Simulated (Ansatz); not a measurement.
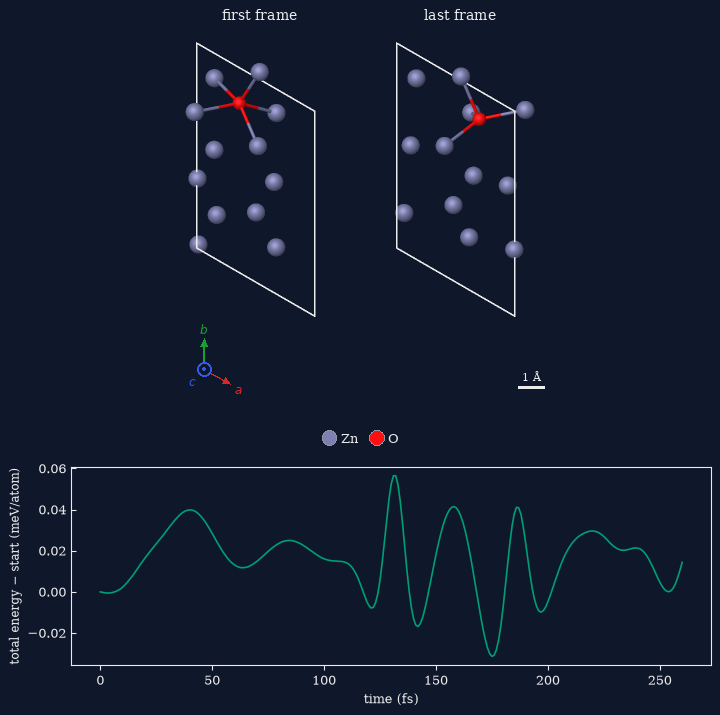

Molecular dynamics of Zn with an interstitial O (13 atoms in the cell), 260 fs long. A ball-and-stick model of the simulation cell, seen along the c axis. Bonds to atoms that aren't drawn are left out.

All numbers below come from DFT PBE, scalar-relativistic, plane waves, PAW in Ansatz. Set-up: plane-wave cutoff 420 eV; k-point mesh 2 × 2 × 2; Fermi-Dirac smearing 0.15 eV; low-accuracy preset; constant energy (NVE); velocities drawn for 1800 K; time step 1 fs.

Q: How well is the energy conserved, and can the run be trusted?

A: The total energy stays between −0.031 and 0.056 meV per atom of its start. A straight-line fit has a slope that amounts to −0.0065 meV per atom over 260 fs (under 0.1 % of the mean kinetic energy), and the ripple about it is under 0.1 % of the kinetic energy's fluctuation. With a drift under 2 % and a ripple under 7 %, the integration is accurate. The mean temperature in the second half is 1033 K (standard deviation 156 K). The first frame carries almost no forces, so kinetic energy first flows into potential energy: the temperature drops from 1800 to 600 K within 44 fs, and without a thermostat its mean stays below the start. The potential energy in the second half lies on average 91.5 meV per atom above the first frame.

Limits of the set-up: the k-point mesh is coarse for a cell with partly filled bands; the program's low-accuracy preset was used; the periodic images lie only 4.9 Å apart, so the values are limited by the cell's size.
